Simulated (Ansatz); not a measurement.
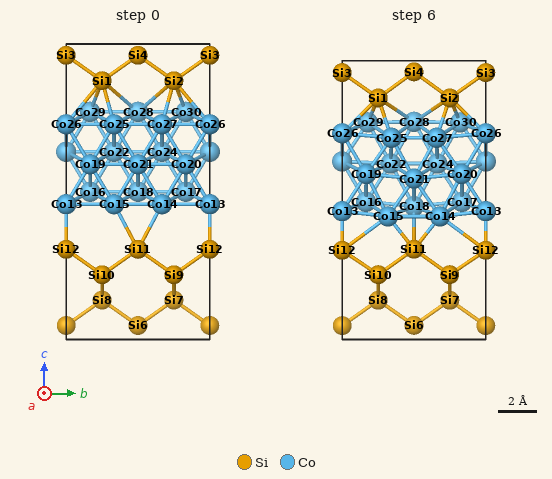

The structure of an interface cell of composition Co3Si2 before (left) and after (right) a relaxation, at one scale.

Style: ball-and-stick. Shown: the cell of the calculation (origin shifted), along the a axis.

Case: film shifted by (0, 0) in the plane.

The calculation used DFT PBE, scalar-relativistic, plane waves, PAW (Ansatz 0.2.0).

Input
```yaml
crystal:
  lattice:
    - [3.8679403894, 0.0, 0.0]
    - [0.0, 7.7358807789, 0.0]
    - [0.0, 0.0, 15.9211554606]
  atoms:
    - { symbol: Si, position: [0.0, 0.25, 0.0314047558] }
    - { symbol: Si, position: [0.0, 0.75, 0.0314047558] }
    - { symbol: Si, position: [0.0, 0.0, 0.1172982353] }
    - { symbol: Si, position: [0.0, 0.5, 0.1172982353] }
    - { symbol: Si, position: [-0.5, 0.0, 0.2031917147] }
    - { symbol: Si, position: [-0.5, 0.5, 0.2031917147] }
    - { symbol: Si, position: [-0.5, -0.25, 0.2890851942] }
    - { symbol: Si, position: [-0.5, 0.25, 0.2890851942] }
    - { symbol: Si, position: [-1.0, -0.25, 0.3749786736] }
    - { symbol: Si, position: [-1.0, 0.25, 0.3749786736] }
    - { symbol: Si, position: [-1.0, -0.5, 0.4608721531] }
    - { symbol: Si, position: [-1.0, 0.0, 0.4608721531] }
    - { symbol: Co, position: [-1.0, 0.0, 0.6134992665], spin: 1.82 }
    - { symbol: Co, position: [-1.0, -0.3333333333, 0.6134992665], spin: 1.82 }
    - { symbol: Co, position: [-1.0, 0.3333333333, 0.6134992665], spin: 1.82 }
    - { symbol: Co, position: [-0.5, 0.1666675172, 0.6556766087], spin: 1.82 }
    - { symbol: Co, position: [-0.5, -0.1666658161, 0.6556766087], spin: 1.82 }
    - { symbol: Co, position: [-0.5, 0.5000008506, 0.6556766087], spin: 1.82 }
    - { symbol: Co, position: [-1.0, 0.1665181152, 0.7486033503], spin: 1.82 }
    - { symbol: Co, position: [-1.0, -0.1668152181, 0.7486033503], spin: 1.82 }
    - { symbol: Co, position: [-1.0, 0.4998514485, 0.7486033503], spin: 1.82 }
    - { symbol: Co, position: [-0.5, 0.3331856324, 0.7907806924], spin: 1.82 }
    - { symbol: Co, position: [-0.5, -0.0001477009, 0.7907806924], spin: 1.82 }
    - { symbol: Co, position: [-0.5, 0.6665189658, 0.7907806924], spin: 1.82 }
    - { symbol: Co, position: [-1.0, 0.3330362304, 0.883707434], spin: 1.82 }
    - { symbol: Co, position: [-1.0, -0.0002971029, 0.883707434], spin: 1.82 }
    - { symbol: Co, position: [-1.0, 0.6663695637, 0.883707434], spin: 1.82 }
    - { symbol: Co, position: [-0.5, 0.4997037476, 0.9258847762], spin: 1.82 }
    - { symbol: Co, position: [-0.5, 0.1663704143, 0.9258847762], spin: 1.82 }
    - { symbol: Co, position: [-0.5, 0.833037081, 0.9258847762], spin: 1.82 }
basis:
  ecutwfc: 420
kpoints:
  mp_grid: { grid: [9, 5, 2] }
hamiltonian:
  xc: pbe
scf:
  occupations: { method: gaussian, width: 0.1 }
output:
  forces: true
  stress: true
  eigenvalues: true
  populations: true
  write_density: true
  write_potential: true
  elf: true
  volumetric_format: npy
magnetization:
  spin_polarized: true
relax:
  adjacent_minimum: "off"
  f_tol: 0.02
  max_steps: 70
  cell: { fix: [a, b, gamma, alpha, beta], stress_tol: 0.15 }
```

Launched with:
```bash
ansatz run input.yaml --threads 8 --pin off --max-ram 20480MiB --backend cpu --events-out ev --progress --plain --runs-dir out
```

Question: What changed between the two?

Answer: Co18 moves most relative to the cell: 0.33 Å along −c. Largest moves by element: Co 0.33 Å, Si 0.28 Å. The volume changes by −5.6 %, with a unchanged at 3.868 Å, b unchanged at 7.736 Å, c 15.921 → 15.023 Å (−5.6 %). Some distances before and after: Si11–Co18 3.655 → 3.020 Å, Si11–Co14 2.751 → 2.254 Å, Si12–Co14 3.543 → 3.072 Å, Si1–Co26 3.046 → 2.722 Å. Among the angles between lasting bonds that change: Co14–Si11–Co15 55.9° → 76.7°, Co29–Si1–Co29 94.1° → 106.9°, Si9–Si11–Co15 153.2° → 163.9°. Over 5 accepted moves (6 points after the start) the energy falls by 1.753 eV per cell of the calculation. Largest force component: 1.5 eV/Å at the start, 0.0093 eV/Å at the end. Pressure: −3.60 GPa at the start and −0.44 GPa at the end. At 1 point the geometry stayed and the basis and grid were re-selected for the new cell (energy shift of 11.2 meV per cell of the calculation at most each time).
